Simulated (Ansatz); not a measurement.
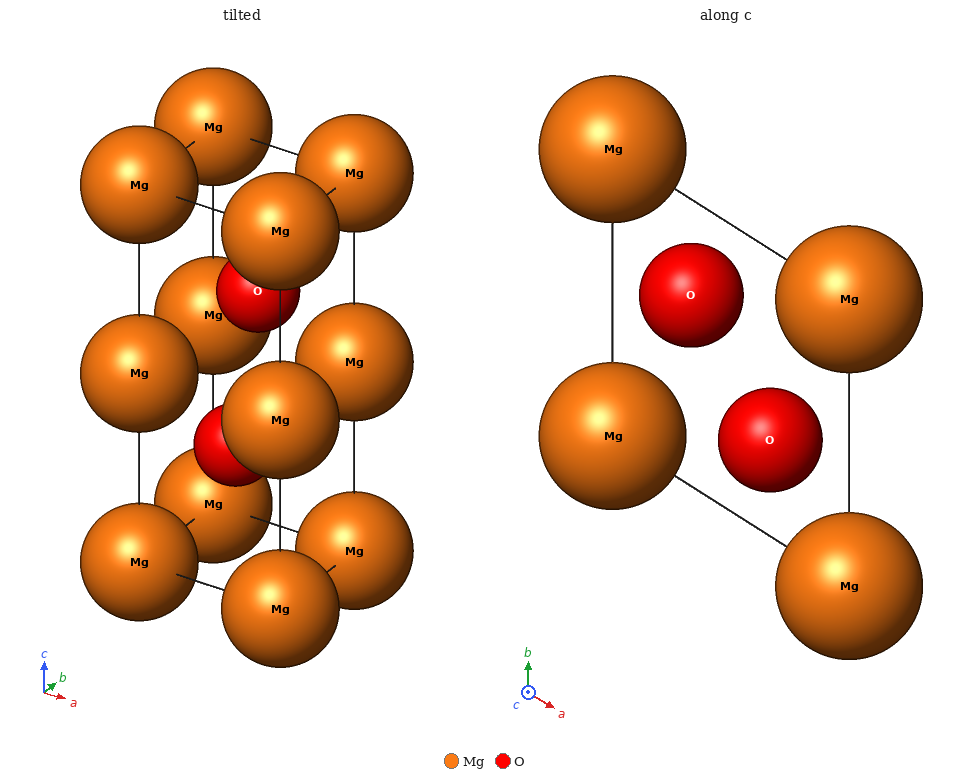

Spheres-only representation of a periodic structure, projected slightly off an axis and along the c axis. The parallelepiped is the unit cell.

MgO, a = 2.924 Å, b = 2.994 Å, c = 5.092 Å, α = 90.00°, β = 90.00°, γ = 122.39°. Strictly the space group is P2_1/m (No. 11, within 0.01 Å). It is a distorted form of a primitive hexagonal structure, space group P6_3/mmc (No. 194) within 0.25 Å: nickel arsenide (NiAs) type. The model was built from a structure type filled with these elements by a generator (whether the compound takes this form wasn't checked). The cell was then strained or its atoms displaced on purpose. Ansatz was used for an electronic-structure calculation on it.

This one geometry was computed with Ansatz (DFT, plane waves, PAW) at three levels of theory: PBE, r2SCAN and HSE06. It was relaxed with r2SCAN and then strained.

Question: Which level gives the highest pressure at this volume, and what does that say about its equilibrium volume?

Answer: Highest: PBE (6.1 GPa), which points to the largest equilibrium volume. Lowest, with the smallest volume: r2SCAN (0.5 GPa) and HSE06 (0.1 GPa). Levels within 0.5 GPa of each other can't be told apart.

Question: How does the band gap change with the level of theory?

Answer: PBE: a gap of 4.32 eV, direct; r2SCAN: a gap of 5.19 eV, direct; HSE06: a gap of 6.06 eV, direct.

Question: Collect the results in a table.

Answer:
| level | cutoff (eV) | k-mesh of the run's cell | gap (eV) | pressure (GPa) |
| --- | --- | --- | --- | --- |
| PBE | 420 | 12×12×6 | 4.32 | 6.1 |
| r2SCAN | 500 | 12×12×6 | 5.19 | 0.5 |
| HSE06 | 420 | 9×9×4 | 6.06 | 0.1 |

Gaps are taken on the k-mesh or band path of each run.
